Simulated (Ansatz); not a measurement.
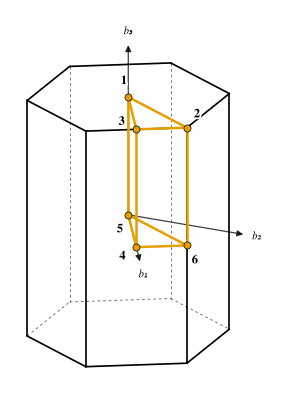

For Cu, the input geometry of an electronic-structure calculation (not necessarily at equilibrium); the starting structure was generated, so it need not be a known form of this composition: the first Brillouin zone of a primitive hexagonal lattice (hP; extended symbol hP2) is drawn with its special points numbered. All values are computed from the atomic coordinates in the standard setting (tolerance 0.002 Å).

a = 4.050 Å, b = 4.050 Å, c = 2.432 Å, α = 90.00°, β = 90.00°, γ = 120.00°.

Labels and path follow the convention of Hinuma et al. (2017), as computed by seekpath; the arrows show the directions of the reciprocal primitive vectors b₁, b₂, b₃, in which coordinates are given.

Give the label and coordinates of each numbered point.

| no. | label | coordinates |
| --- | --- | --- |
| 1 | A | (0, 0, 1/2) |
| 2 | H | (1/3, 1/3, 1/2) |
| 3 | L | (1/2, 0, 1/2) |
| 4 | M | (1/2, 0, 0) |
| 5 | Γ | (0, 0, 0) |
| 6 | K | (1/3, 1/3, 0) |
